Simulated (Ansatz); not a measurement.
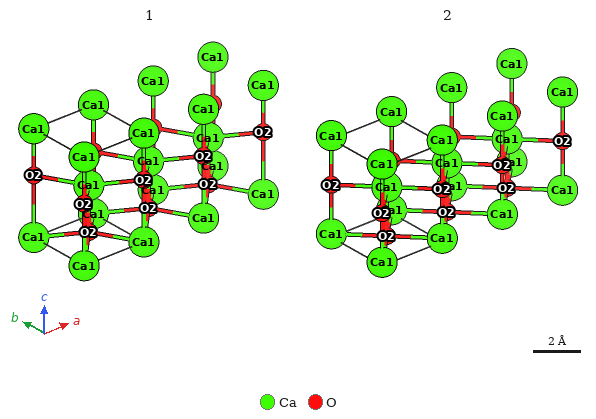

Two geometries of a crystal of CaO (a generated structure, set up in I4mm) (coarse preliminary run), drawn at one scale. One is the start of a relaxation, the other its converged end. The picture is a ball-and-stick view of the conventional cell (2 times the calculation's cell), repeated 3 × 1 × 1 with one cell outlined, seen from a free direction. Lengths and directions refer to the drawn axes.

Computed with DFT PBE, scalar-relativistic, plane waves, PAW (Ansatz). (plane-wave cutoff 420 eV; k-point mesh 8 × 8 × 8; occupations gaussian; smearing width 0.1 eV; no spin polarisation; cell and atoms relaxed; force threshold 0.04 eV/Å; at most 70 steps)

Which geometry has the lower energy?

Answer. Structure 2 is the relaxed one. The largest moves relative to the cell, 0.17 Å, are those of Ca1 and O2. Ca1 goes along +c. By element the largest moves are Ca 0.17 Å, O 0.17 Å. The drawn cell changes as follows: a = b 3.392 → 3.416 Å (+0.7 %), c 5.361 → 4.840 Å (−9.7 %); the volume changes by −8.4 %. Some distances before and after: Ca1–O2 3.060 → 2.420 Å, Ca1–Ca1 3.597 → 3.419 Å, Ca1–O2 (another image) 2.301 → 2.420 Å, Ca1–Ca1 (another image) 3.392 → 3.416 Å. Bond angles that change, for instance: Ca1–O2–Ca1 162.0° → 180.0°, O2–Ca1–O2 162.0° → 180.0°, O2–Ca1–O2 99.0° → 90.0°. The space group (tolerance 0.01 Å) goes from I4mm (No. 107) to Fm-3m (No. 225). The energy falls by 0.138 eV per cell of the calculation in 4 accepted moves (5 points after the start). Largest force component: 0.29 eV/Å at the start, 0.00049 eV/Å at the end. The pressure goes from −4.37 to −0.22 GPa. The SCF was repeated once at an unchanged geometry on a basis and grid sized afresh for the cell, which shifted the energy by 2.3 meV per cell of the calculation at most. The run took 15 s on 1 thread of Arm Neoverse V1, with other jobs on the host, peak memory 0.3 GiB.
